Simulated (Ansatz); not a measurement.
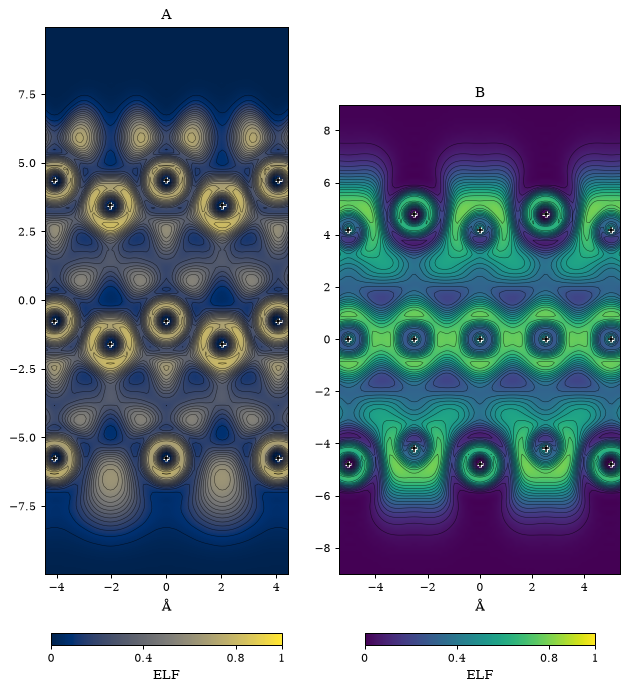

The electron localisation function of 2 systems, each on a plane through atoms (crosses mark nuclei in the plane).

These are results of Ansatz 0.2.0, DFT PBE, scalar-relativistic, plane waves, PAW, not measurements.

System 1: Ti₂Si₃ (slab), the (110) plane of the calculation cell, a cut from vacuum to vacuum. Not relaxed (largest force 1.3 eV/Å); computed without spin polarisation.

```yaml
crystal:
  lattice:
    - [3.54761, 0.00000, 0.00000]
    - [0.00000, 3.57922, 0.00000]
    - [0.00000, 0.00000, 24.57875]
  atoms:
    - { symbol: Ti, position: [0.50000, 0.25000, 0.30514] }
    - { symbol: Si, position: [0.00000, 0.75000, 0.32944] }
    - { symbol: Si, position: [0.00000, 0.25000, 0.39470] }
    - { symbol: Ti, position: [0.50000, 0.75000, 0.41900] }
    - { symbol: Si, position: [0.50000, 0.25000, 0.49991] }
    - { symbol: Si, position: [0.00000, 0.75000, 0.50009] }
    - { symbol: Ti, position: [0.00000, 0.25000, 0.58100] }
    - { symbol: Si, position: [0.50000, 0.75000, 0.60530] }
    - { symbol: Si, position: [0.50000, 0.25000, 0.67056] }
    - { symbol: Ti, position: [0.00000, 0.75000, 0.69486] }
```

System 2: WC (slab), the (11̄0) plane of the calculation cell, a cut from vacuum to vacuum. 

```
CELL_PARAMETERS angstrom
2.84708 0.00000 0.00000
0.00000 2.92177 0.00000
0.00000 0.00000 26.80820
ATOMIC_POSITIONS crystal
W 0.00000 0.50000 0.28241
C 0.50000 0.50000 0.34195
W 0.00000 0.00000 0.37521
C 0.50000 0.00000 0.43763
W 0.00000 0.50000 0.46927
C 0.50000 0.50000 0.53174
W 0.00000 0.00000 0.56338
C 0.50000 0.00000 0.62586
W 0.00000 0.50000 0.66022
C 0.50000 0.50000 0.71232
```

> Which map belongs to which system?

Panel A is system 2, WC: the plane holds W and C. Panel B is system 1, Ti₂Si₃: the plane holds Ti and Si. Ti–Si (2.59 Å): the ELF peaks at about 0.75 in the valence shell of Si, 0.9 Å from its nucleus, and is about 0.45 at the midpoint.
